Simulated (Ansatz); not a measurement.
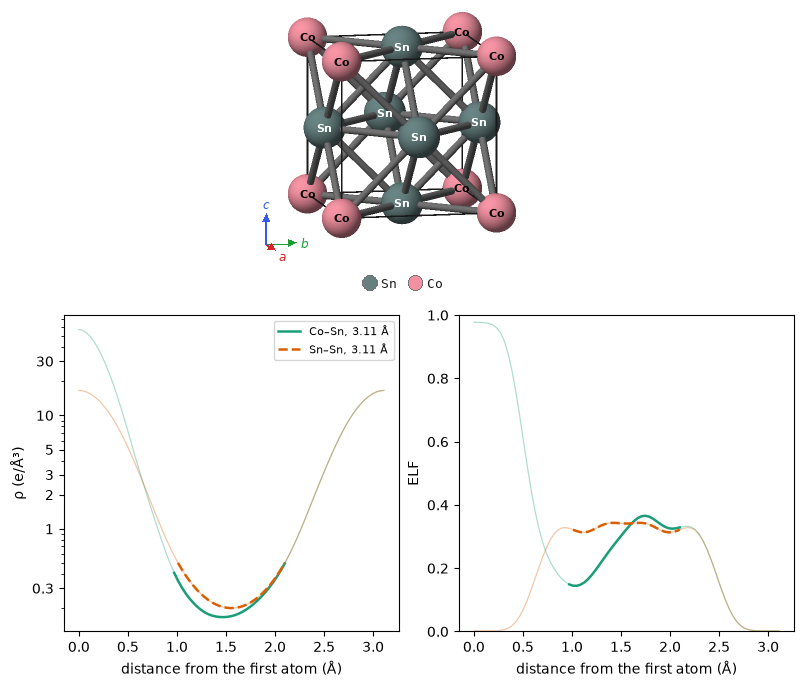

Figure. CoSn₃. Valence pseudo-density and ELF along straight lines between neighbouring atoms. Thin, pale parts lie inside the atomic spheres. The structure is drawn too.

Space group Pm-3m; started from the Cu3Au (L1_2) prototype, which need not be the ambient phase; computed without spin polarisation.

Method: Ansatz, DFT PBEsol, scalar-relativistic, plane waves, PAW.

The density is the valence pseudo-density of a PAW calculation; it isn't the true density close to the nuclei.

Input file:

```
crystal:
  lattice:
    - [4.3976643244, 0.0, 0.0]
    - [0.0, 4.3976643244, 0.0]
    - [0.0, 0.0, 4.3976643244]
  atoms:
    - { symbol: Sn, position: [0.0, 0.5, 0.5] }
    - { symbol: Sn, position: [0.5, 0.0, 0.5] }
    - { symbol: Sn, position: [0.5, 0.5, 0.0] }
    - { symbol: Co, position: [0.0, 0.0, 0.0] }
basis:
  ecutwfc: 420
kpoints:
  mp_grid: { grid: [10, 10, 10] }
hamiltonian:
  xc: pbesol
scf:
  occupations: { method: gaussian, width: 0.1 }
  lower_state_search: "off"
output:
  forces: true
  stress: true
  eigenvalues: true
  write_density: true
  write_potential: true
  elf: true
  volumetric_format: npy
```

Command:

```sh
ansatz run input.yaml --threads 1 --pin off --max-ram 2560MiB --backend cpu --events-out ev --progress --plain --runs-dir out
```

Below, planes, directions and counts refer to the conventional cell (a = 4.40 Å, b = 4.40 Å, c = 4.40 Å, α = 90.00°, β = 90.00°, γ = 90.00°).

Compare the contacts.

Answer. Co–Sn (3.11 Å): the density is about 0.17 e/Å³ at the midpoint; the ELF is about 0.30 at the midpoint (no localised pair shows between them).
Sn–Sn (3.11 Å): ρ is about 0.2 e/Å³ halfway; the ELF is about 0.35 at the midpoint.
